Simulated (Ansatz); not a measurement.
# Run report: As, single-point calculation

- system: As (R-3m, 2 atoms in the cell)
- method: DFT, LDA, all-electron LAPW, scalar-relativistic; levels and slopes on a fine mesh, independent-particle optical spectra, no spin polarisation (Ansatz 0.2.0)

The structure derives from an entry of the Crystallography Open Database. It belongs to a series of runs on one base structure; here: Ansatz LAPW in place of Elk. Figures and captions count atoms from 1; the log counts them from 0 in places.

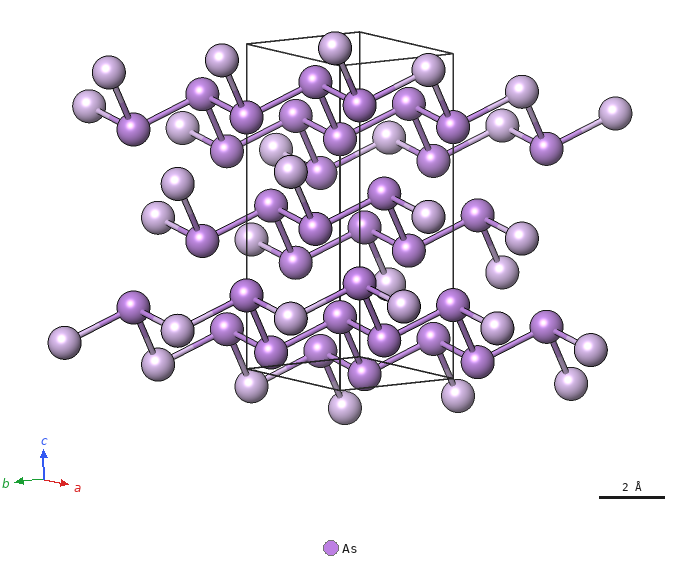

Figure 1. The input geometry (ball-and-stick view of the cell 3 times as large as that of the calculation, set on its symmetry axes, repeated 2 × 2 × 1, seen at an oblique angle; neighbours outside the cell are drawn fainter). Near neighbours in the crystal (not all of them lie inside the picture): As has 3 As at 2.51 Å.

**Summary**

| quantity | value |
| --- | --- |
| outcome | converged |
| space group (tolerance 0.01 Å) | R-3m (166) |
| electrons in bands (core shells apart) | 46 |
| free energy | −122883.1463 eV |
| Fermi energy | 11.216 eV |
| pressure | −1.34 GPa |
| largest force (length of the vector) | 0.249 eV/Å |
| hardware | 1 thread of Intel Xeon (Granite Rapids), 64 GiB of memory available, shared host |
| wall time | 2.2 min |
| peak memory | 0.84 GiB |

Warnings of the run: the optical spectrum is taken on partly filled bands.

**Input**
```yaml
crystal:
  lattice:
    - [1.88079689869, 1.08587859575, 3.5140619945]
    - [-1.88079689869, 1.08587859575, 3.5140619945]
    - [0.0, -2.17175719149, 3.5140619945]
  atoms:
    - { symbol: As, position: [0.774, 0.774, 0.774] }
    - { symbol: As, position: [0.226, 0.226, 0.226] }
kpoints:
  mp_grid: { grid: [8, 8, 8] }
scf:
  occupations: { method: fermi_dirac, width: 0.0272 }
hamiltonian:
  xc: lda
  pseudopotentials: { kind: all_electron, lapw: { basis_error: 0.001 } }
output:
  forces: true
  stress: true
  eigenvalues: true
  eigenstates:
    nscf_kmesh: { grid: [16, 16, 16] }
    de_dk: true
    e_range: [-14, 14]
  optics:
    e_range: [0, 25]
    de: 0.2
    sigma: 0.15
    bands: { spectra_wanted_up_to: 25 }
    nscf_kmesh: { grid: [16, 16, 16] }
    drude_damping: 0.19
checkpoint:
  write: ck
  write_wavefunctions: false
```

Run as:
```bash
ansatz run input.yaml --threads 1 --pin off --max-ram 3072MiB --backend cpu --events-out ev --progress --plain --runs-dir out
```

**Output**
```
LAPW: plane waves up to 8.742 Å⁻¹, error target 1.0e-3 eV per atom; small_component_spin mean_spin; As in spheres of 1.253 Å, 23 of its electrons in bands, Dirac shells [] (how accurate: hamiltonian.pseudopotentials.lapw.basis_error, Limitations)
Engine: ansatz 0.2.0, x86_64-unknown-linux-gnu
Pseudopotentials: kind: all_electron
Pseudopotential: As, LAPW, valence charge 23, lapw/all_electron/scalar/gaussian/As, Koelling and Harmon's equation, gaussian nucleus
Functional definition: SPW92
  exchange = slater_x
  correlation = pw_c
Crystal: 2 atoms, lattice volume = 43.061 Å³
Basis set: ecut = 291.18503343952153 eV, 489 PW (Γ), exchange–correlation at level 2
Bands: 28, of which v1, the nominal top of the filled ones, is band 23 counted from 1 (22 counted from 0)
Symmetry: 12 space group operations
Space group: R-3m (ITA 166), of the structure as read, at distance tolerance 3.5e-5 Å
k-points: 65 of 512
Non-local potential: As, projectors of the file, none
Initial density: superposition of atomic densities (chi_scale 0.1, normalization cell)
Initial wavefunctions: plane waves of lowest kinetic energy (no species holds an atomic orbital)
Functional: x = slater, c = lda
iter 1 solved again at ethr=2.77e-4 eV; its pass at ethr=1.00e-1 eV (dr2=1.27e-1 eV) is discarded
SCF iter   1: F=—  HF=-122883.186772 eV  |F-HF|=—  |Δ(HF+E_count)|=         —  Δρ=1.97e-2  dr2=1.28e-1  ethr=2.77e-4  ⟨swp⟩=2.9  Hψ=11749  notcnv=0
preconditioner: auto → none  [insulator: Δε(μ)=0.165 eV  Ē_g=11.304 eV  σ=0.027 eV  W_gap=0.61  n_scr=14 (ndim 8)  ℏωp=17.9 eV  f_vac=0.018  D(μ)=0.30/eV (n_scr^D=0)  ε∞_Penn≈3.5]
SCF iter   2: F=—  HF=-122883.153053 eV  |F-HF|=—  |Δ(HF+E_count)|=   3.37e-2  Δρ=8.95e-3  dr2=2.60e-2  ethr=2.77e-4  ⟨swp⟩=2.0  Hψ=5520  notcnv=0
iter 3 solved again at ethr=4.00e-7 eV; its pass at ethr=5.64e-5 eV (dr2=1.84e-4 eV) is discarded
SCF iter   3: F=—  HF=-122883.146426 eV  |F-HF|=—  |Δ(HF+E_count)|=   6.63e-3  Δρ=5.91e-4  dr2=1.85e-4  ethr=4.00e-7  ⟨swp⟩=2.0  Hψ=9201  notcnv=0
SCF iter   4: F=—  HF=-122883.146346 eV  |F-HF|=—  |Δ(HF+E_count)|=         —  Δρ=1.74e-4  dr2=7.63e-6  ethr=4.00e-7  ⟨swp⟩=2.6  Hψ=5262  notcnv=0
the basis was enlarged: its passes take 106.2 KiB over the memory plan, 1 of 1 planned eigensolver slots
SCF iter   5: F=—  HF=-122883.146281 eV  |F-HF|=—  |Δ(HF+E_count)|=   6.46e-5  Δρ=7.06e-5  dr2=2.44e-6  ethr=1.66e-8  ⟨swp⟩=2.8  Hψ=5308  notcnv=0
SCF iter   6: F=—  HF=-122883.146277 eV  |F-HF|=—  |Δ(HF+E_count)|=   3.91e-6  Δρ=1.68e-5  dr2=2.39e-7  ethr=5.30e-9  ⟨swp⟩=3.0  Hψ=5386  notcnv=0
SCF iter   7: F=—  HF=-122883.146277 eV  |F-HF|=—  |Δ(HF+E_count)|=   1.57e-7  Δρ=4.15e-6  dr2=3.68e-9  ethr=5.20e-10  ⟨swp⟩=2.8  Hψ=5263  notcnv=0
SCF iter   8: F=—  HF=-122883.146277 eV  |F-HF|=—  |Δ(HF+E_count)|=   1.97e-8  Δρ=4.57e-7  dr2=4.30e-11  ethr=8.00e-12  ⟨swp⟩=2.7  Hψ=5286  notcnv=0
SCF iter   9: F=-122883.146277 eV  HF=-122883.146277 eV  |F-HF|=1.02e-10  |Δ(HF+E_count)|=  1.60e-10  Δρ=3.70e-8  dr2=3.24e-13  ethr=3.28e-12 (applied; sched 1.00e-12)  ⟨swp⟩=2.0  Hψ=5199  notcnv=0
SCF 1 converged in 9 iterations: F = -122883.146277 eV  dr2 = 3.24e-13
```

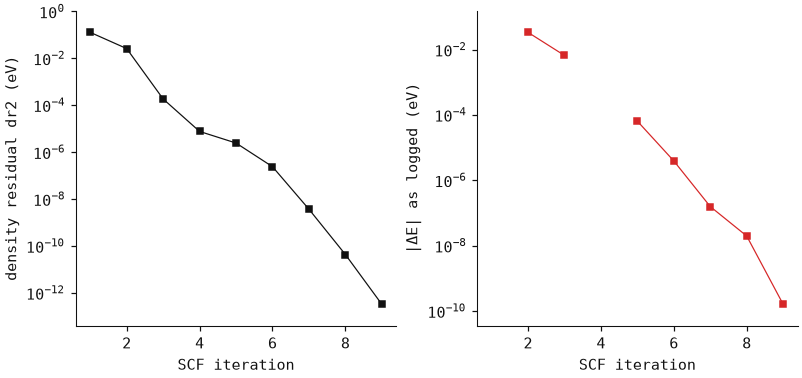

Figure 2. Convergence of the self-consistent field: density residual dr2 and size of the energy change against the SCF iteration. The residual falls at every step.

```
NSCF: frozen V_eff on 417 k-points
NSCF: frozen V_eff on 417 k-points
SCF converged after 9 iterations
Free energy (F): -122883.146277 eV
Harris-Foulkes:  -122883.146277 eV  (|F-HF|=1.02e-10)
Internal energy: -122883.145560 eV  (E = F + TS)
E sigma→0 (E₀):  -122883.145918 eV
Entropy (-TS):   -0.000717 eV (-0.358 meV/atom)
Fermi energy:    11.216432 eV
--- Per-component energies (eV) ---
  E_band       = -2565.117875
  E_kinetic    = 125578.508815
  E_xc         = -4396.017220
  E_electrostatic = -244065.637155  (all electrons and nuclei)
  E_smearing   = -0.000717  (= −TS)
  E_closure    = 0.000000  (closes the sum)
  E_atoms      = -122872.366468  (free atoms, spherical and without spin; not in F)
  Σ components = -122883.146277   (vs F -122883.146277, Δ=0.00e0)
  Basis errors (estimates in eV, not in F): energy 4.0e-4 per atom: plane waves 3.8e-4 (2.2e-4 summed), levels above the bands 5.7e-109, relativity 3.0e-9, radial functions 2.7e-5, core shells 6.6e-10; eigenvalues (radial functions only) 7.7e-7; not estimated: angular momenta, meshes, grids; target (lapw.basis_error) 1.0e-3; muffin-tin radii As 1.253 Å
--- Forces (eV/Å), atoms counted from 1 ---
  atom   1  As     0.00000000    -0.00000000    -0.24948405
  atom   2  As     0.00000000     0.00000000     0.24948405
  max |Σ_I F_I| component: 9.25e-18 eV/Å
--- Stress (GPa, compression-positive) ---
       -1.161151       0.000000      -0.000000
        0.000000      -1.161151      -0.000000
       -0.000000      -0.000000      -1.703166
  P = ⅓ Tr σ = -1.3418 GPa (-13.418 kbar)
--- Band table (eV; the first three rows and the last of 65) ---
  k-point 0: bands = ["-173.7363", "-173.7358", "-117.6623", "-117.6623", "-117.6596", "-117.6596", "-117.6336", "-117.6319", "-25.2893", "-25.2893", "-25.2423", "-25.2423", "-25.2106", "-25.1719", "-25.1719", "-25.1615", "-25.1276", "-25.1276", "-3.9907", "5.1635", "8.6192", "9.0766", "9.0766", "12.6809", "13.9729", "13.9729", "18.0288", "18.0288"]
  k-point 1: bands = ["-173.7363", "-173.7358", "-117.6623", "-117.6622", "-117.6597", "-117.6596", "-117.6335", "-117.6320", "-25.2877", "-25.2848", "-25.2407", "-25.2389", "-25.2094", "-25.1741", "-25.1724", "-25.1644", "-25.1314", "-25.1297", "-3.7821", "4.4789", "8.5960", "8.9220", "9.0735", "12.9532", "13.6210", "13.8175", "16.9572", "17.7285"]
  k-point 2: bands = ["-173.7363", "-173.7358", "-117.6624", "-117.6620", "-117.6599", "-117.6595", "-117.6334", "-117.6321", "-25.2836", "-25.2720", "-25.2366", "-25.2296", "-25.2058", "-25.1806", "-25.1768", "-25.1706", "-25.1408", "-25.1350", "-3.1651", "2.9098", "8.3126", "8.6049", "9.5744", "12.2401", "13.0255", "13.2695", "17.1862", "17.8247"]
  k-point 64: bands = ["-173.7363", "-173.7358", "-117.6623", "-117.6623", "-117.6596", "-117.6596", "-117.6335", "-117.6320", "-25.2776", "-25.2776", "-25.2378", "-25.2378", "-25.2063", "-25.1740", "-25.1740", "-25.1649", "-25.1411", "-25.1411", "-2.7260", "1.0832", "9.3303", "9.3303", "10.3729", "11.8661", "11.8661", "12.9087", "19.0460", "21.6745"]
--- Fermi surface from the table of eigenstates, both spin states counted (twice the sheets' area in a run without spin) ---
  How far the three rows differ hints at the mesh's error and does not bound it.
  reading                E - E_F (eV)   area (Å⁻²)  resistivity times mean free path along x, y, z (Ω·m²), under one mean free path over the surface
  by tetrahedra               -0.1212        3.301  9.7559e-15  9.7559e-15  8.4078e-15
  by the states' slopes       -0.0509        7.466  3.6186e-15  3.6186e-15  5.5579e-15
  on every second point       -0.1150        0.356  8.1077e-14  8.1077e-14  9.7183e-14
```

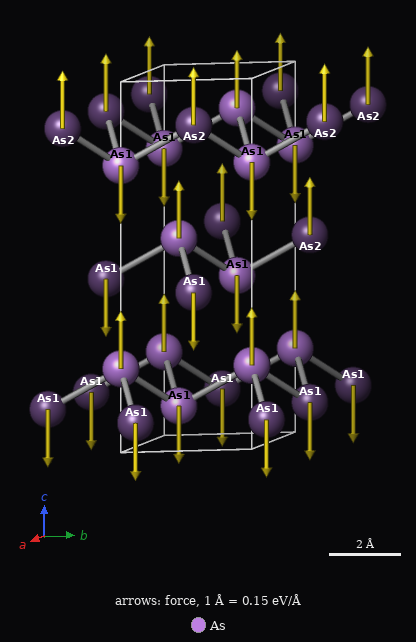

Figure 3. Forces on the atoms as yellow arrows (ball-and-stick view of the cell 3 times as large as that of the calculation, set on its symmetry axes, seen slightly off an axis; neighbours outside the cell are drawn fainter; atoms are numbered from 1 in the order of the input). The largest act on As1, As2 (0.25 eV/Å). The geometry is not a stationary point of this energy.
